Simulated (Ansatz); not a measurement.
```cif
data_structure
_symmetry_space_group_name_H-M 'P 1'
_symmetry_Int_Tables_number 1
_cell_length_a 2.6462
_cell_length_b 2.6462
_cell_length_c 2.6462
_cell_angle_alpha 90.000
_cell_angle_beta 90.000
_cell_angle_gamma 90.000
_cell_volume 18.53
loop_
_atom_site_label
_atom_site_type_symbol
_atom_site_fract_x
_atom_site_fract_y
_atom_site_fract_z
_atom_site_occupancy
Zn1 Zn 0.00000 0.00000 0.00000 1
O1 O 0.50000 0.50000 0.50000 1
```

Space group Pm-3m; started from the CsCl prototype, which need not be the ambient phase.

Method: DFT, r2SCAN, plane waves, PAW (Ansatz).

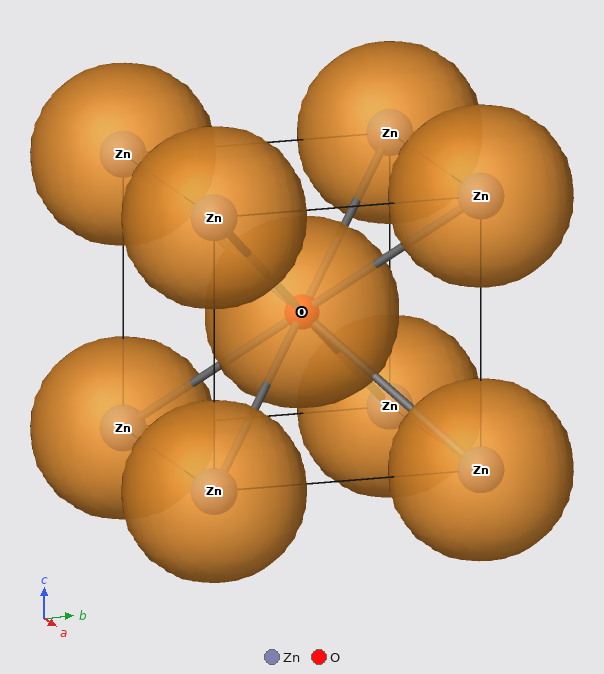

ZnO. Isosurface of the valence electron density at 0.5 e/Å³ (orange), seen slightly off an axis. Sticks mark near contacts.

The density is the valence pseudo-density of a PAW calculation; it isn't the true density close to the nuclei.

### Which contacts does the surface bridge?

At this value the density breaks into separate islands; it holds about 80 % of the electrons treated as valence. It bridges none of the near contacts. It is pinched off along the shortest Zn–O (2.29 Å) contacts. On the grid the lowest density along these lines, outside the cores, is 0.3 e/Å³ (Zn–O, 2.29 Å).
